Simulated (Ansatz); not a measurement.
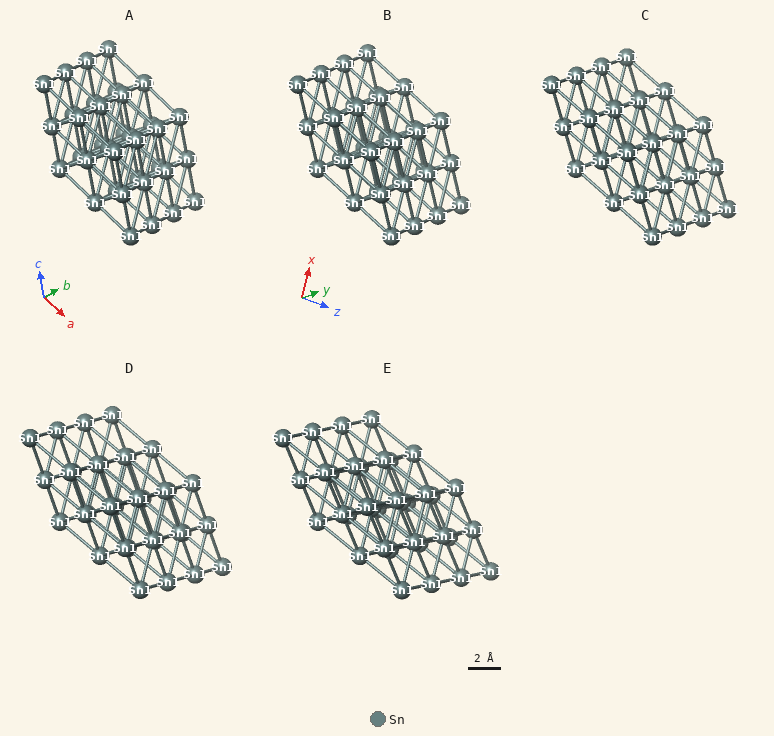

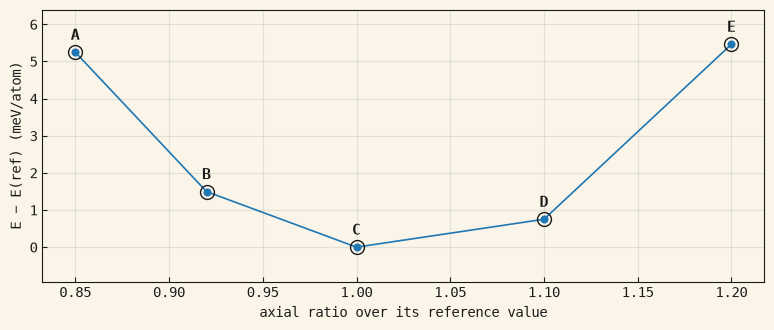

A scan of crystalline Sn (Immm): the ratio of the cell's length along z to its lengths across, counted as 1 for the reference, is changed at fixed volume (a c/a path), with the atoms kept at their fractional coordinates. x, y and z are the Cartesian axes of the input. The lettered frames are marked on the plot. The picture is a ball-and-stick view of the cell of the calculation, repeated 2 × 3 × 2 with one cell outlined, seen slightly off an axis.

Level of theory: DFT PBEsol, scalar-relativistic, plane waves, PAW in Ansatz 0.2.0. (plane-wave cutoff 420 eV; k-point mesh 22 × 22 × 22; occupations gaussian; smearing width 0.15 eV; no spin polarisation). Energies (free energies at the smearing named) are counted from the cell as listed in its source, which wasn't relaxed.

Question: Describe the profile.

Answer: The lowest computed point lies at the relative ratio 1.00 (0.00 meV/atom). The unrelaxed reference is under a pressure of −3.6 GPa. The distortion keeps the space group Immm. At the relative ratio 1.20 the cell of the drawing goes a 3.406 → 3.522 Å, b 3.406 → 3.522 Å, c 3.406 → 3.522 Å, α 119.1° → 125.1°, β 117.2° → 123.4°, γ 93.3° → 82.9°.

The computed points:

| axial ratio over its reference value | E − E(ref) (meV/atom) |
| --- | --- |
| 0.85 | 5.25 |
| 0.92 | 1.50 |
| 1.00 | 0.00 |
| 1.10 | 0.75 |
| 1.20 | 5.46 |
